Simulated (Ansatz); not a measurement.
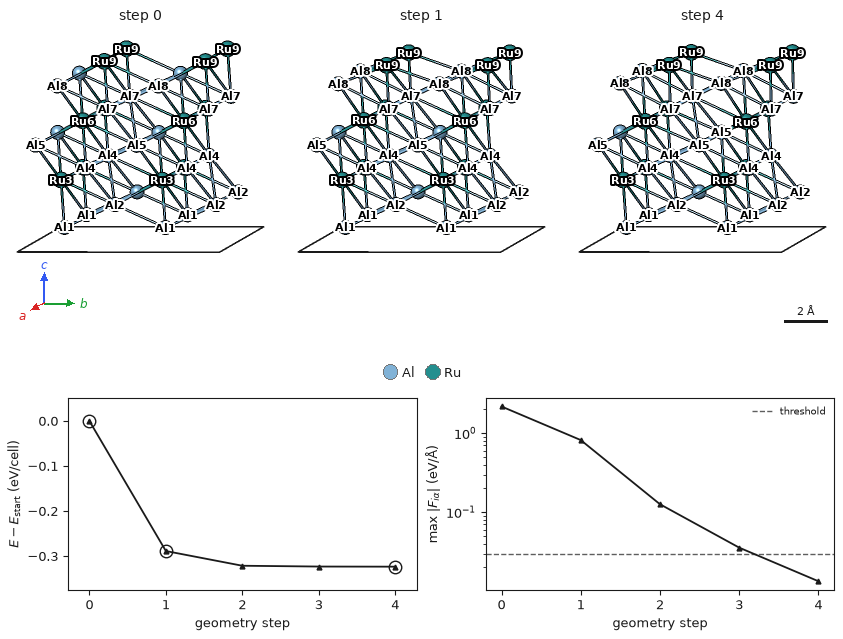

Frames of a constrained relaxation of a slab of composition Al2Ru (cut from the I4/mmm phase), marked on the history of the run. Style: ball-and-stick. Shown: the 2 × 2 repeat of the cell, outlined in the plane, without the vacuum, slightly off an axis.

Case: clean slab, lower half held. The slab is the (1 0 1) face of Al2Ru. 4 atoms are held fixed.

Computed with Ansatz 0.2.0, DFT r2SCAN, scalar-relativistic, plane waves, PAW. (plane-wave cutoff 500 eV; k-point mesh 10 × 7 × 1; occupations gaussian; smearing width 0.1 eV; no spin polarisation; dipole correction; atoms relaxed in a fixed cell; force threshold 0.03 eV/Å; at most 70 steps)

Describe the path.

Answer. The atom that moves furthest is Ru9 (0.22 Å at 40° to the normal (−c side)). Largest moves by element: Ru 0.22 Å, Al 0.14 Å. The cell stays as it was. Near-neighbour distances that change, for instance: Al8–Ru9 2.879 → 2.693 Å, Al7–Ru9 2.584 → 2.428 Å, Ru6–Al8 2.584 → 2.706 Å, Al7–Al8 2.689 → 2.747 Å. Among the angles between lasting bonds that change: Al8–Ru9–Al8 121.3° → 130.2°, Al7–Ru9–Al8 105.7° → 112.3°, Al7–Ru9–Al8 58.7° → 64.6°. The energy falls by 0.323 eV per cell of the calculation in 4 geometry steps. The largest force component goes from 2.2 to 0.013 eV/Å. From step 0 to 1: Ru9 moves most (0.19 Å), energy −0.289 eV per cell of the calculation. From step 1 to 4: Ru9 moves most (0.08 Å), energy −34.7 meV per cell of the calculation.
